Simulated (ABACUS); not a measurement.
# HfB2: 7 runs along one coordinate

System: HfB2 (P6/mmm, 3 atoms in the cell).
Method: Kohn-Sham DFT of a periodic cell, PBE, PseudoDojo NC SR 0.4.1 PBE standard, no spin polarisation (ABACUS 3.10.1).

The 7 runs differ only in the geometry, by an even scaling of the cell at fixed fractional positions. The structure derives from an entry of the Crystallography Open Database.

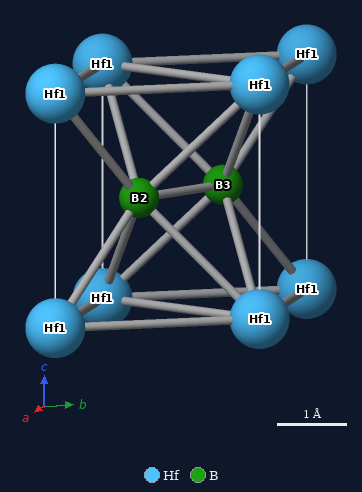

Figure 1. The structure of run 4 (ball-and-stick view of the cell of the calculation, seen slightly off an axis; atoms are numbered from 1 in the order of the input).

### The input of run 4
```
INPUT_PARAMETERS
suffix              HfB2
calculation         scf
basis_type          lcao
pseudo_dir          ./
orbital_dir         ./
symmetry            1
dft_functional      pbe
ecutwfc             100
pseudo_rcut         10
nspin               1
nbands              13
ks_solver           genelpa
smearing_method     fd
smearing_sigma      0.00367493
scf_thr             1e-07
scf_nmax            100
mixing_type         broyden
mixing_beta         0.7
cal_force           1
cal_stress          1
out_mul             1
out_chg             1
out_pot             2
out_elf             1
```

### File STRU of run 4
```
ATOMIC_SPECIES
Hf 178.4900 Hf.upf
B 10.8100 B.upf

NUMERICAL_ORBITAL
Hf_confined-atom_8au_3s2p2d1f.orb
B_confined-atom_7au_2s2p1d.orb

LATTICE_CONSTANT
1.8897261246

LATTICE_VECTORS
3.1400000000 0.0000000000 0.0000000000
-1.5700000000 2.7193197679 0.0000000000
0.0000000000 0.0000000000 3.4800000000

ATOMIC_POSITIONS
Direct

Hf
0.0
1
0.0000000000 0.0000000000 0.0000000000 1 1 1

B
0.0
2
0.6666666667 0.3333333333 0.5000000000 1 1 1
0.3333333333 0.6666666667 0.5000000000 1 1 1
```

### File KPT of run 4
```
K_POINTS
0
Gamma
10 10 8 0 0 0
```

Command:
```bash
OMP_NUM_THREADS=1 mpirun -np 4 abacus > log
```

Run 2 differs from it as follows:
```diff
-out_chg             1
-out_pot             2
-out_elf             1
-3.1400000000 0.0000000000 0.0000000000
--1.5700000000 2.7193197679 0.0000000000
-0.0000000000 0.0000000000 3.4800000000
+3.0975623654 0.0000000000 0.0000000000
+-1.5487811827 2.6825676982 0.0000000000
+0.0000000000 0.0000000000 3.4329672075
```

### Results, with one run withheld

```tsv
run	volume per atom (Å³)	free energy per atom, from the lowest run given (meV)	pressure (GPa)
1	9.311	41.31	20.68
2	9.509	?	?
3	9.707	6.41	7.97
4	9.905	0.00	2.49
5	10.103	0.05	−2.49
6	10.301	5.95	−7.00
7	10.499	17.18	−11.10
```

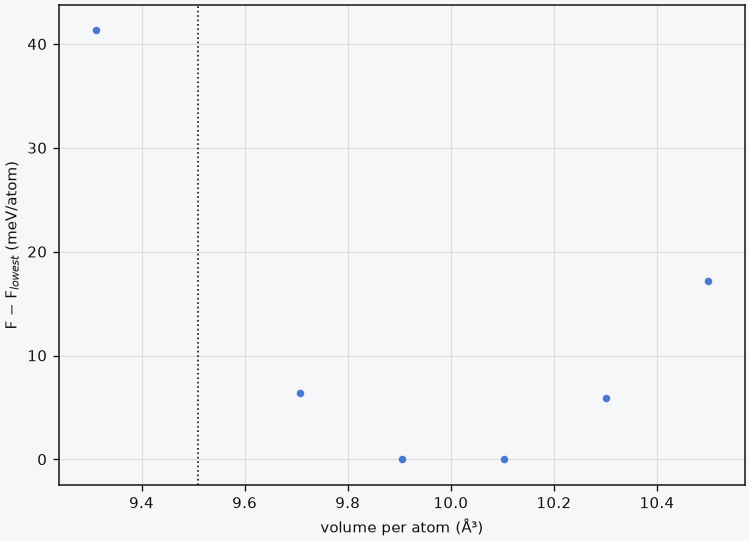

Figure 2. Free energy per atom of the runs given; the dotted line marks run 2.

Fit the runs given and predict run 2.

A cubic polynomial in V^(−2/3) (the Birch–Murnaghan form), fitted to the 6 runs given, misses them by under 0.01 meV per atom. With x = V^(−2/3) − 0.21605 Å⁻², it reads F = −0.59325 + 480.25 x + 3.8038e+05 x² − 93843 x³ (meV per atom). At run 2 it gives 19.94 meV per atom, and the run itself gives 19.93. The slope of the fit gives a pressure −dF/dV of 14.02 GPa there, and the run prints 14.01 GPa. The fit has its minimum at 10.002 Å³ per atom, where V d²F/dV² gives 251 GPa. Cell shape and fractional positions are held, so this is the stiffness under even scaling; the relaxed bulk modulus wasn't computed.

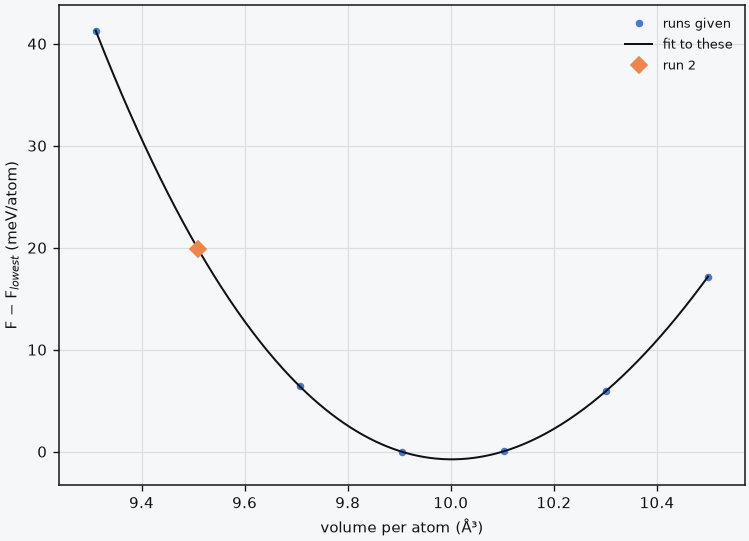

Figure 3. The fit and the withheld run.

### Some lines of the output (run 2)
```
[...]
                             Volume (A^3) = 28.5259
 E_Fermi        1.2835023115         17.4629448320
 E_Fermi        1.2471900182         16.9688907364
 E_Fermi        1.2594276230         17.1353918911
 E_Fermi        1.2581812063         17.1184335219
 E_Fermi        1.2585764977         17.1238117371
 E_Fermi        1.2585643346         17.1236462499
 E_Fermi        1.2585643720         17.1236467585
 E_KS(sigma->0) -124.7983868244      -1697.9691620195
 E_Fermi        1.2585646191         17.1236501216
 final etot is -1697.9704444 eV
 EFERMI = 17.123650122 eV
 TOTAL-PRESSURE: 140.113499 KBAR
 !FINAL_ETOT_IS -1697.9704443902901403 eV
```

Notes: Points of doubt noted for this run: home made orbitals. Spin–orbit coupling is left out, which matters for Hf.
